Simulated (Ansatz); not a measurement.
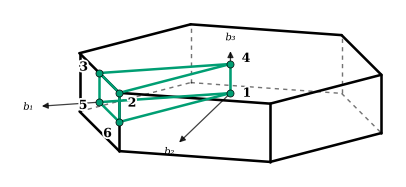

The first Brillouin zone of a primitive hexagonal lattice (hP; extended symbol hP2) is drawn with its special points numbered. Crystal: MoSe2, the geometry relaxed with Ansatz 0.2.0, DFT PBE+D3(BJ), scalar-relativistic, plane waves, PAW. The drawing is computed from the coordinates (standard cell, symmetry found to 0.002 Å).

a = 3.276 Å, b = 3.276 Å, c = 12.732 Å, α = 90.00°, β = 90.00°, γ = 120.00°.

Labels and path follow the convention of Hinuma et al. (2017), as computed by seekpath; the arrows show the directions of the reciprocal primitive vectors b₁, b₂, b₃, in which coordinates are given.

Give the label and coordinates of each numbered point.

Answer.
```json
{"no.": "1", "label": "Γ", "coordinates": "(0, 0, 0)"}
{"no.": "2", "label": "H", "coordinates": "(1/3, 1/3, 1/2)"}
{"no.": "3", "label": "L", "coordinates": "(1/2, 0, 1/2)"}
{"no.": "4", "label": "A", "coordinates": "(0, 0, 1/2)"}
{"no.": "5", "label": "M", "coordinates": "(1/2, 0, 0)"}
{"no.": "6", "label": "K", "coordinates": "(1/3, 1/3, 0)"}
```
